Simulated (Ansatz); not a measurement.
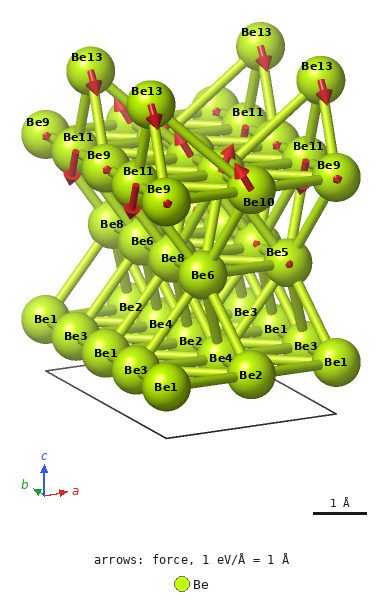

Starting geometry of a slab of composition Be with the computed forces as red arrows. Style: ball-and-stick. Shown: the 1 × 2 repeat of the cell, outlined in the plane, without the vacuum, slightly off an axis.

It is Be on Be(0001), set down by a guess. The run prepares an end point of a later path (adatom hop) calculation, from a guessed geometry. 4 atoms are held fixed.

Computed with DFT PBE, scalar-relativistic, plane waves, PAW in Ansatz 0.2.0. Set-up: plane-wave cutoff 420 eV; k-point mesh 4 × 4 × 1; occupations gaussian; smearing width 0.15 eV; no spin polarisation; atoms relaxed in a fixed cell; force threshold 0.03 eV/Å; at most 60 steps.

Q: What follows when this structure is relaxed?

A: It isn't relaxed: the largest force vector, on a Be atom, is 0.86 eV/Å. The final displacements follow the starting forces only in part (cosine between the two patterns 0.34). The largest move is that of a Be atom, 0.70 Å at 70° to the normal (−c side). The cell doesn't change. Among the contacts that change: Be–Be 2.593 → 2.034 Å, Be–Be 2.638 → 2.917 Å, Be–Be 2.229 → 2.458 Å, Be–Be 2.129 → 2.040 Å. Bond angles that change, for instance: Be–Be–Be 180.0° → 164.0°, Be–Be–Be 67.7° → 69.9°, Be–Be–Be 60.0° → 57.9°. After 6 geometry steps the energy has fallen by 0.311 eV per cell of the calculation. The largest force component goes from 0.74 to 0.027 eV/Å. The run took 30 s on 1 thread of Intel(R) Xeon(R) Platinum 8375C CPU @ 2.90GHz (Ice Lake), on a shared host, peak memory 0.46 GiB.

Limits of the set-up: the periodic images lie only 4.6 Å apart, so the values are limited by the cell's size.
